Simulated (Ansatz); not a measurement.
System: AgCl.

```xyz
8
Lattice="5.4475 0.0000 0.0000 0.0000 5.4475 0.0000 0.0000 0.0000 5.4475" Properties=species:S:1:pos:R:3 pbc="T T T"
Ag    0.0000    0.0000    0.0000
Ag    2.7238    2.7238    0.0000
Ag    2.7238    0.0000    2.7238
Ag    0.0000    2.7238    2.7238
Cl    2.7238    0.0000    0.0000
Cl    0.0000    2.7238    0.0000
Cl    0.0000    0.0000    2.7238
Cl    2.7238    2.7238    2.7238
```

Space group Fm-3m.

All numbers below come from DFT HSE06, scalar-relativistic, plane waves, PAW in Ansatz.

**What can the converged valence pseudo-density and electron localisation function tell about the bonding?**

Ag–Cl (2.72 Å): ρ is about 0.25 e/Å³ halfway; the ELF peaks at about 0.85 in the valence shell of Cl, 0.7 Å from its nucleus, and drops to about 0.10 between the two atoms (no shared electron pair shows on this line).

**Does the calculation make it a metal, or give it a gap?**

It is gapped, with a Kohn–Sham gap of 2.4 eV on the k-point mesh (the band edges may lie off the mesh, which would make the gap smaller).

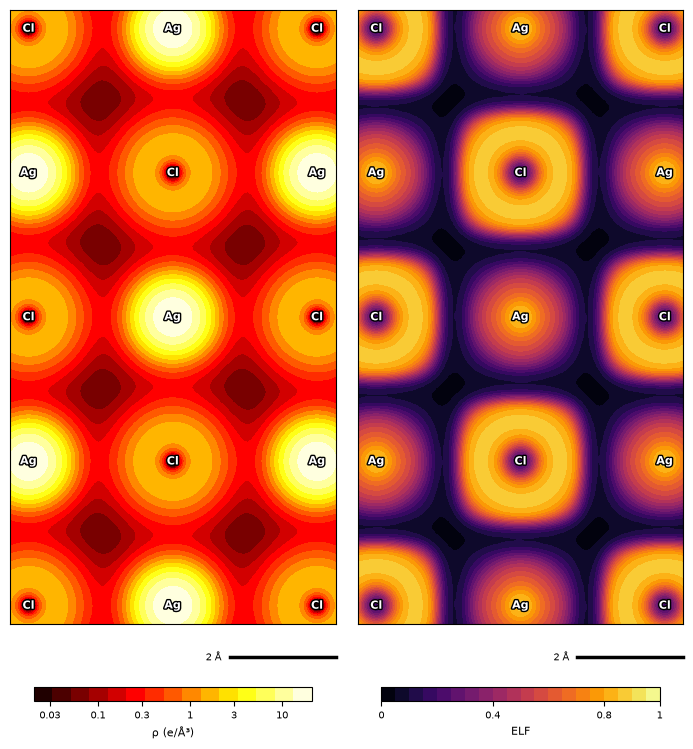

Computed valence pseudo-density and electron localisation function on the (010) plane of the conventional cell, in this order. 

The density is the valence pseudo-density of a PAW calculation; it isn't the true density close to the nuclei.
